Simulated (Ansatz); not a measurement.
## From Zr to Zn

System: Zr (Fd-3m, 2 atoms in the cell).
Method of run A: DFT r2SCAN, scalar-relativistic, plane waves, PAW, no spin polarisation (Ansatz 0.2.0).
System of run B: Zn (Fd-3m, 2 atoms in the cell).

On run A: The structure was made by swapping elements on the sites of another compound; it need not be a known phase. On run B: The structure was made by swapping elements on the sites of another compound; it need not be a known phase. It belongs to a series of runs on one base structure; here: Sn -> Zn on all its sites, cell and atoms relaxed. Text and figures count atoms from 1; the logs count them from 0 in places.

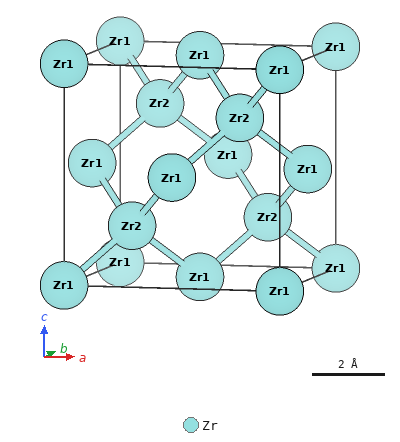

**Figure 1.** The structure as given in the input (ball-and-stick view of the cell 4 times as large as that of the calculation, set on its symmetry axes, seen slightly off an axis; atoms are numbered from 1 in the order of the input).

**Input, run A**
```yaml
crystal:
  lattice:
    - [0.0, 3.0968385014, 3.0968385014]
    - [3.0968385014, 0.0, 3.0968385014]
    - [3.0968385014, 3.0968385014, 0.0]
  atoms:
    - { symbol: Zr, position: [0.0, 0.0, 0.0] }
    - { symbol: Zr, position: [0.25, 0.25, 0.25] }
basis:
  ecutwfc: 500
kpoints:
  mp_grid: { grid: [12, 12, 12] }
hamiltonian:
  xc: r2scan
scf:
  occupations: { method: gaussian, width: 0.1 }
output:
  forces: true
  stress: true
  eigenvalues: true
relax:
  adjacent_minimum: "off"
  f_tol: 0.01
  max_steps: 60
  cell: { stress_tol: 0.1 }
```

Launched with:
```bash
ansatz run input.yaml --threads 1 --pin off --max-ram 2560MiB --backend cpu --events-out ev --progress --plain --runs-dir out
```

Hardware: 1 thread of Oxide Virtual Turin-like (Zen 5), 32 GiB of memory available, shared host.

**Output, shortened to warnings, some set-up lines, iterations and results (run A)**
```
Basis set: ecut = 500 eV, 1459 PW (Γ), exchange–correlation on 128×128×128 points (64 copies of the dense FFT grid, shifted against one another)
Symmetry: 48 space group operations
k-points: 72 of 1728
Initial density: superposition of atomic densities (neutral atoms: chi_scale 0, normalization atom), corrected by the library's trained network
[...]
SCF iter   1: F=—  HF=-8384.838812 eV  |F-HF|=—  |Δ(HF+E_count)|=         —  Δρ=1.19e-2  dr2=8.66e-2  dr2_τ=1.82e-2  ethr=1.77e-3  ⟨swp⟩=4.7  Hψ=4997  notcnv=0
SCF iter   2: F=—  HF=-8384.870796 eV  |F-HF|=—  |Δ(HF+E_count)|=   3.20e-2  Δρ=6.92e-3  dr2=2.69e-2  dr2_τ=1.01e-3  ethr=3.61e-4  ⟨swp⟩=3.0  Hψ=2824  notcnv=0
SCF iter   3: F=—  HF=-8384.885343 eV  |F-HF|=—  |Δ(HF+E_count)|=   1.45e-2  Δρ=2.01e-3  dr2=3.63e-3  dr2_τ=1.38e-4  ethr=1.12e-4  ⟨swp⟩=2.2  Hψ=1756  notcnv=0
SCF iter   4: F=—  HF=-8384.885790 eV  |F-HF|=—  |Δ(HF+E_count)|=   4.47e-4  Δρ=5.37e-4  dr2=1.16e-4  dr2_τ=1.51e-5  ethr=1.51e-5  ⟨swp⟩=2.0  Hψ=1895  notcnv=0
SCF iter   5: F=—  HF=-8384.885874 eV  |F-HF|=—  |Δ(HF+E_count)|=   8.43e-5  Δρ=1.24e-4  dr2=1.35e-5  dr2_τ=5.80e-7  ethr=4.85e-7  ⟨swp⟩=2.1  Hψ=1999  notcnv=0
[... 13 lines ...]
SCF iter   3: F=—  HF=-8384.885966 eV  |F-HF|=—  |Δ(HF+E_count)|=   6.81e-9  Δρ=1.15e-6  dr2=6.59e-10  dr2_τ=5.72e-11  ethr=1.83e-11  ⟨swp⟩=2.5  Hψ=1812  notcnv=0
SCF iter   4: F=—  HF=-8384.885966 eV  |F-HF|=—  |Δ(HF+E_count)|=   2.52e-9  Δρ=4.54e-7  dr2=1.41e-10  dr2_τ=1.44e-11  ethr=2.74e-12  ⟨swp⟩=3.3  Hψ=2292  notcnv=0
SCF iter   5: F=-8384.885966 eV  HF=-8384.885966 eV  |F-HF|=5.46e-12  |Δ(HF+E_count)|=  1.49e-10  Δρ=1.32e-7  dr2=6.91e-12  dr2_τ=8.02e-13  ethr=1.00e-12  ⟨swp⟩=4.9  Hψ=3742  …
SCF 3 converged in 5 iterations: F = -8384.885966 eV  dr2 = 6.91e-12
relax step   3: F+E_penalty+E_count = -8384.88596608 eV  Δ(F+E_penalty+E_count) = +5.241e-5 eV  max|allowed force component| = 2.220e-16 eV/Å  Δτ_max = 0.0000 Å  P = -0.001 …
basis re-selected at this cell: Δ(F+E_penalty+E_count) = +5.241e-5 eV, ΔP = -0.001 GPa vs the last step (what re-selecting the basis moved, of the pressure what is left beyond the Pulay correction that the steps carried, after the strain that the cell walked since its last selection, with what the …
SCF converged after 5 iterations
Free energy (F): -8384.885966 eV
Harris-Foulkes:  -8384.885966 eV  (|F-HF|=5.46e-12)
Internal energy: -8384.860652 eV  (E = F + TS)
E sigma→0 (E₀):  -8384.873309 eV
Entropy (-TS):   -0.025314 eV (-12.657 meV/atom)
Fermi energy:    10.025039 eV
--- Per-component energies (eV) ---
  E_band       = -305.512417
  E_kinetic    = 665.762908
  E_local      = -1739.956001  (includes V_loc(G=0)·N_el)
  E_nonlocal   = 167.520809
  E_hartree    = 579.520939
  E_xc         = -307.749585
  E_vxc        = -418.420255  (∫ρ·V_xc dr)
  E_paw        = -5944.302068  (= ΣΔE_a)
  E_vpaw       = -165.134206  (= ΣTr[D̂ρ^β])
  E_aug_tail   = 0.000019  (compensation charges beyond the density's cutoff)
  E_vtau       = 25.672528  (kinetic-family band-sum trace: ∫τ·v_τ [+ j·A + Jᵃ·Aᵃ] dr)
  E_ewald      = -1805.328189
  E_core_change = -0.329483  (= ΣΔE_core)
  E_smearing   = -0.025314  (= −TS)
  E_closure    = -0.000000  (closes the sum)
  Σ components = -8384.885966   (vs F -8384.885966, Δ=0.00e0)
--- Forces (eV/Å), atoms counted from 1 ---
  atom   1  Zr    -0.00000000    -0.00000000     0.00000000
  atom   2  Zr     0.00000000     0.00000000     0.00000000
  max |Σ_I F_I| component: 7.40e-17 eV/Å
--- Stress (GPa, compression-positive) ---
       -0.000702       0.000000       0.000000
        0.000000      -0.000702       0.000000
        0.000000      -0.000000      -0.000702
  P = ⅓ Tr σ = -0.0007 GPa (-0.007 kbar)
--- Relaxed structure (2 steps of the walk, 2 accepted, 1 SCFs on fresh bases) ---
  F+E_penalty+E_count = -8384.88596608 eV   max|allowed force component| = 2.220e-16 eV/Å   (the final SCF, on the basis selected at the relaxed cell)
  cell:  # Å, volume = 59.2116 Å³
    - [-3.3119918213821335e-34, 3.093562015378941, 3.093562015378941]
    - [3.093562015378941, -2.547686016447792e-35, 3.093562015378941]
    - [3.093562015378941, 3.093562015378941, -1.2738430082238973e-34]
  atoms:
    - { symbol: Zr, position: [-2.5912581808788936e-35, 2.5912581808788936e-35, -5.182516361757787e-36] }
[...]
```

For run B the input was changed thus:
```diff
-    - [0.0, 3.0968385014, 3.0968385014]
-    - [3.0968385014, 0.0, 3.0968385014]
-    - [3.0968385014, 3.0968385014, 0.0]
+    - [0.0, 2.8472361426, 2.8472361426]
+    - [2.8472361426, 0.0, 2.8472361426]
+    - [2.8472361426, 2.8472361426, 0.0]
-    - { symbol: Zr, position: [0.0, 0.0, 0.0] }
-    - { symbol: Zr, position: [0.25, 0.25, 0.25] }
+    - { symbol: Zn, position: [0.0, 0.0, 0.0] }
+    - { symbol: Zn, position: [0.25, 0.25, 0.25] }
```

Predict how the results change.

The total energies belong to different systems, so their difference says nothing on which is more stable or more accurate. The volume per atom goes from 29.61 to 23.08 Å³. The SCF takes 10 iterations over all geometry steps against 17. On the same kind of shared host run B took about 0.44 times as long.

**Output, shortened to warnings, some set-up lines, iterations and results (run B)**
```
Basis set: ecut = 500 eV, 1211 PW (Γ), exchange–correlation on 120×120×120 points (64 copies of the dense FFT grid, shifted against one another)
Symmetry: 48 space group operations
k-points: 72 of 1728
Initial density: superposition of atomic densities (neutral atoms: chi_scale 0, normalization atom), corrected by the library's trained network
[...]
SCF iter   1: F=—  HF=-6650.226587 eV  |F-HF|=—  |Δ(HF+E_count)|=         —  Δρ=1.82e-2  dr2=8.07e-2  dr2_τ=9.42e-4  ethr=1.77e-3  ⟨swp⟩=5.4  Hψ=6107  notcnv=0
SCF iter   2: F=—  HF=-6650.329348 eV  |F-HF|=—  |Δ(HF+E_count)|=   1.03e-1  Δρ=3.05e-2  dr2=2.34e-1  dr2_τ=1.13e-3  ethr=3.36e-4  ⟨swp⟩=3.0  Hψ=3111  notcnv=0  defer=17  …
SCF iter   3: F=—  HF=-6650.204618 eV  |F-HF|=—  |Δ(HF+E_count)|=   1.25e-1  Δρ=2.77e-3  dr2=1.97e-3  dr2_τ=5.63e-6  ethr=3.36e-4  ⟨swp⟩=2.6  Hψ=2824  notcnv=0  defer=17
SCF iter   4: F=—  HF=-6650.204205 eV  |F-HF|=—  |Δ(HF+E_count)|=   4.12e-4  Δρ=1.77e-4  dr2=1.89e-5  dr2_τ=4.13e-7  ethr=8.22e-6  ⟨swp⟩=2.4  Hψ=2531  notcnv=0  defer=17
SCF iter   5: F=—  HF=-6650.204208 eV  |F-HF|=—  |Δ(HF+E_count)|=   2.83e-6  Δρ=7.42e-5  dr2=4.13e-6  dr2_τ=3.56e-8  ethr=7.88e-8  ⟨swp⟩=2.0  Hψ=2003  notcnv=0  defer=17
SCF iter   6: F=-6650.204211 eV  HF=-6650.204211 eV  |F-HF|=5.26e-8  |Δ(HF+E_count)|=   2.50e-6  Δρ=8.05e-6  dr2=1.09e-8  dr2_τ=8.11e-10  ethr=4.17e-10  ⟨swp⟩=5.5  Hψ=6462  …
SCF 1 converged in 6 iterations: F = -6650.204211 eV  dr2 = 1.09e-8
relax step   1: F+E_penalty+E_count = -6650.20421052 eV  Δ(F+E_penalty+E_count) = +0.000e0 eV  max|allowed force component| = 3.238e-17 eV/Å  Δτ_max = 0.0000 Å  P = -0.036 …
SCF iter   1: F=—  HF=-6650.204211 eV  |F-HF|=—  |Δ(HF+E_count)|=         —  Δρ=7.77e-6  dr2=1.02e-8  dr2_τ=7.84e-10  ethr=7.23e-8  ⟨swp⟩=3.1  Hψ=9313  notcnv=0
SCF iter   2: F=—  HF=-6650.204211 eV  |F-HF|=—  |Δ(HF+E_count)|=   6.84e-7  Δρ=2.34e-5  dr2=1.41e-7  dr2_τ=7.42e-10  ethr=4.23e-11  ⟨swp⟩=3.3  Hψ=2788  notcnv=0
SCF iter   3: F=—  HF=-6650.204211 eV  |F-HF|=—  |Δ(HF+E_count)|=   8.10e-8  Δρ=4.31e-6  dr2=4.52e-9  dr2_τ=2.66e-11  ethr=4.23e-11  ⟨swp⟩=3.3  Hψ=2649  notcnv=0
SCF iter   4: F=-6650.204211 eV  HF=-6650.204211 eV  |F-HF|=1.27e-11  |Δ(HF+E_count)|=   2.15e-9  Δρ=4.38e-7  dr2=5.97e-11  dr2_τ=2.92e-13  ethr=1.00e-12  ⟨swp⟩=4.2  Hψ=5909  …
SCF 2 converged in 4 iterations: F = -6650.204211 eV  dr2 = 5.97e-11
relax step   2: F+E_penalty+E_count = -6650.20421056 eV  Δ(F+E_penalty+E_count) = -4.386e-8 eV  max|allowed force component| = 4.163e-17 eV/Å  Δτ_max = 0.0000 Å  P = -0.036 …
basis re-selected at this cell: Δ(F+E_penalty+E_count) = -4.386e-8 eV, ΔP = +0.000 GPa vs the last step (what re-selecting the basis moved, of the pressure what is left beyond the Pulay correction that the steps carried, after the strain that the cell walked since its last selection, with what the …
SCF converged after 4 iterations
Free energy (F): -6650.204211 eV
Harris-Foulkes:  -6650.204211 eV  (|F-HF|=1.27e-11)
Internal energy: -6650.197072 eV  (E = F + TS)
E sigma→0 (E₀):  -6650.200641 eV
Entropy (-TS):   -0.007139 eV (-3.569 meV/atom)
Fermi energy:    5.632001 eV
--- Per-component energies (eV) ---
  E_band       = -29.554610
  E_kinetic    = 259.098355
  E_local      = -3862.170636  (includes V_loc(G=0)·N_el)
  E_nonlocal   = 1226.461631
  E_hartree    = 1626.150351
  E_xc         = -247.171236
  E_vxc        = -106.813329  (∫ρ·V_xc dr)
  E_paw        = -3690.685769  (= ΣΔE_a)
  E_vpaw       = -804.952896  (= ΣTr[D̂ρ^β])
  E_aug_tail   = -0.000123  (compensation charges beyond the density's cutoff)
  E_vtau       = 6.521402  (kinetic-family band-sum trace: ∫τ·v_τ [+ j·A + Jᵃ·Aᵃ] dr)
  E_ewald      = -1961.514406
  E_core_change = -0.365237  (= ΣΔE_core)
  E_smearing   = -0.007139  (= −TS)
  E_closure    = 0.000000  (closes the sum)
  Σ components = -6650.204211   (vs F -6650.204211, Δ=0.00e0)
--- Forces (eV/Å), atoms counted from 1 ---
  atom   1  Zn     0.00000000    -0.00000000     0.00000000
  atom   2  Zn     0.00000000    -0.00000000    -0.00000000
  max |Σ_I F_I| component: 8.33e-17 eV/Å
--- Stress (GPa, compression-positive) ---
       -0.036078      -0.000000       0.000000
       -0.000000      -0.036078       0.000000
       -0.000000       0.000000      -0.036078
  P = ⅓ Tr σ = -0.0361 GPa (-0.361 kbar)
--- Relaxed structure (1 steps of the walk, 1 accepted, 1 SCFs on fresh bases) ---
  F+E_penalty+E_count = -6650.20421056 eV   max|allowed force component| = 4.163e-17 eV/Å   (the final SCF, on the basis selected at the relaxed cell)
  cell:  # Å, volume = 46.1637 Å³
    - [0.0, 2.8472361426, 2.8472361426]
    - [2.8472361426, 0.0, 2.8472361426]
    - [2.8472361426, 2.8472361426, 0.0]
  atoms:
    - { symbol: Zn, position: [0.0, 0.0, 0.0] }
    - { symbol: Zn, position: [0.25, 0.25, 0.25] }
```

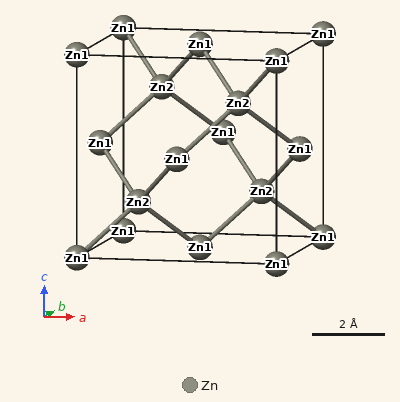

**Figure 2.** The input structure of run B (ball-and-stick view of the cell 4 times as large as that of the calculation, set on its symmetry axes, seen slightly off an axis; atoms are numbered from 1 in the order of the input).

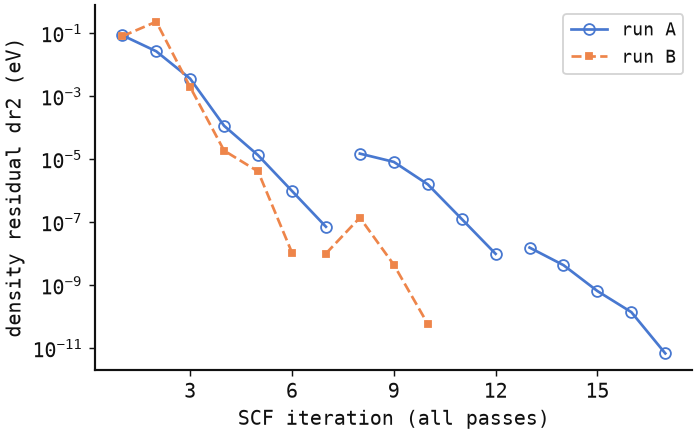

**Figure 3.** Convergence of the two runs: density residual dr2 against the SCF iteration. A break in a curve parts two SCF passes. Run A takes 17 iterations in all, and run B takes 10.

**The two runs side by side**

```tsv
quantity	run A	run B
outcome	converged	converged
free energy per atom (eV)	−4192.4430	−3325.1021
energy per atom, smearing taken to zero (eV)	−4192.4367	−3325.1003
gap on the mesh (eV)	0.00	0.00
pressure (GPa)	0.00	−0.04
volume per atom (Å³)	29.61	23.08
largest force (eV/Å)	0.000	0.000
SCF iterations	17	10
irreducible k-points	72	72
wall time (shared host)	26 s	11 s
```
